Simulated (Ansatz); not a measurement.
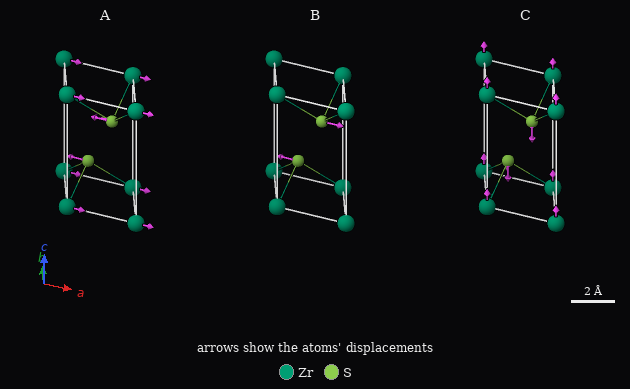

Modes of solid ZrS₂, space group P-3m1 (No. 164), at the zone centre (one member of each degenerate set). The pink arrows give the relative displacements of the atoms. A ball-and-stick model of the cell of the calculation, seen from a free direction.

The calculation used Ansatz 0.2.0, DFT PBEsol, scalar-relativistic, plane waves, PAW.

Frequencies are those without the non-analytic (LO–TO) term.

### Which are infrared-active and which Raman-active?

A is E_u, infrared-active by symmetry (159 cm⁻¹). B is E_g, Raman-active by symmetry (250 cm⁻¹). C is A₂u, infrared-active by symmetry (323 cm⁻¹). The crystal has a centre of inversion, so no mode is both.
